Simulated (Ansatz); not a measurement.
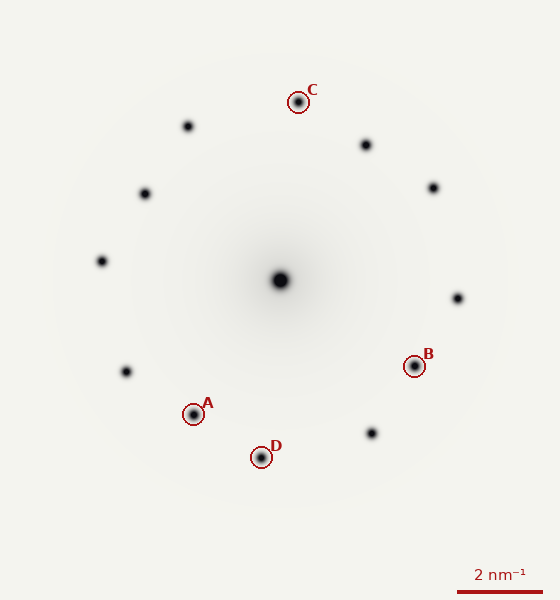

Kinematic zone-axis pattern, calculated for 200 keV electrons with B = 0.8 Å². The zone axis points towards the electron source and the pattern is seen from the source side.

Ta, space group Pm-3n (No. 223), a = 5.29 Å. Structure: the geometry relaxed with DFT, r2SCAN, plane waves (500 eV) with PAW, scalar-relativistic in Ansatz 0.2.0; the starting structure was generated, so it need not be a known form of this composition.

Spot A is indexed -2 0 0 and spot B 0 -2 0.

### Index the other marked spots.

C = −A − (1/2)B = 2 1 0 (d = 2.364 Å). D = A + (1/2)B = -2 -1 0 (d = 2.364 Å).

### Find the zone axis.

The cross product of A and B is parallel to [001]; every spot obeys hu + kv + lw = 0.

### What are the spacings of A and B and the angle between them?

d(A) = 2.643 Å, d(B) = 2.643 Å, and the angle is 90.0°.
